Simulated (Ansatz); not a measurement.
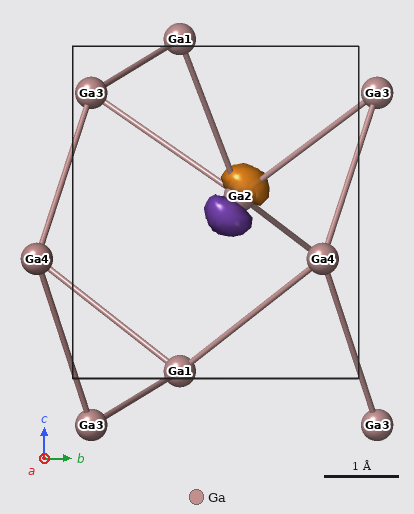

Ga: one atom of the 4-atom cell (and its periodic copies) was moved a little. Density after less density before, orange at +5 and purple at −5 e/Å³, seen along the a axis; cell a = 4.45 Å, b = 4.45 Å, c = 4.52 Å, α = 90.00°, β = 90.00°, γ = 118.89°. The lobes lie largely inside the PAW sphere, where the density is a smoothed one.

Space group Cmce; the calculation finds a residual pressure of about 2 GPa at this fixed cell.

The calculation used DFT PBE, scalar-relativistic, plane waves, PAW (Ansatz 0.2.0).

Question: Find the displaced atom and its direction.

Answer: Ga2 moved towards the orange lobe, up and to the right in the picture. In the run the shift was 0.15 Å roughly along [0 1 2] in the axes of the cell drawn.

Question: What restoring force does the calculation give for this move?

Answer: The force on it changes by 0.51 eV/Å along the move, against it: a stiffness of about 3.4 eV/Å² for this sublattice shift.
